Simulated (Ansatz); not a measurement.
The calculation's input:

```
crystal:
  lattice:
    - [-1.6175102401, 1.6175102401, 1.6175102401]
    - [1.6175102401, -1.6175102401, 1.6175102401]
    - [3.2350204801, 3.2350204801, 0.0]
  atoms:
    - { symbol: Al, position: [0.0244371059, -0.0244371059, 0.0] }
    - { symbol: Al, position: [0.4755628941, 0.5244371059, 0.5] }
basis:
  ecutwfc: 420
kpoints:
  mp_grid: { grid: [20, 20, 12] }
hamiltonian:
  xc: pbe
scf:
  occupations: { method: gaussian, width: 0.15 }
output:
  forces: true
  stress: true
  eigenvalues: true
  write_density: true
  write_potential: true
  elf: true
  volumetric_format: npy
```

Command:

```sh
ansatz run input.yaml --threads 1 --pin off --max-ram 2048MiB --backend cpu --events-out ev --progress --plain --runs-dir out
```

Below, planes, directions and counts refer to the conventional cell (a = 3.24 Å, b = 4.58 Å, c = 4.58 Å, α = 90.00°, β = 90.00°, γ = 90.00°).

Space group Cmcm; a structure from a database of computed crystals, not necessarily the ambient phase.

The calculation used DFT PBE, scalar-relativistic, plane waves, PAW (Ansatz 0.2.0).

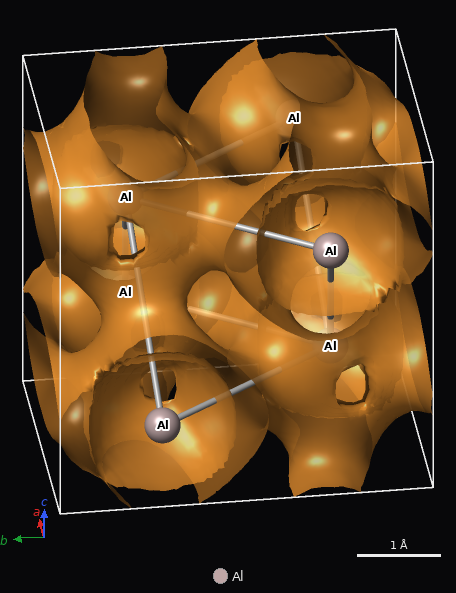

Al. Isosurface of the ELF at 0.55 (orange), seen at an oblique angle. Only the valence region is drawn (cores and ρ < 0.01 e/Å³ removed). Sticks mark near contacts.

Core electrons are frozen (PAW), and the valence fields are smoothed inside the atomic spheres.

Question: Identify the bonds, lone pairs and shells in this picture.

Answer: The surface consists of one network that runs through the whole crystal, counted in one cell of 4 atoms. Any copies at cell faces, edges or corners count once. There are no localised bonds or lone pairs at this value. Along the contacts the grid gives the following. Al–Al (2.80 Å): the ELF peaks at about 0.70 between the atoms.

Question: Does the calculation make it a metal, or give it a gap?

Answer: It is metallic or semimetallic at this level of theory: no gap opens.
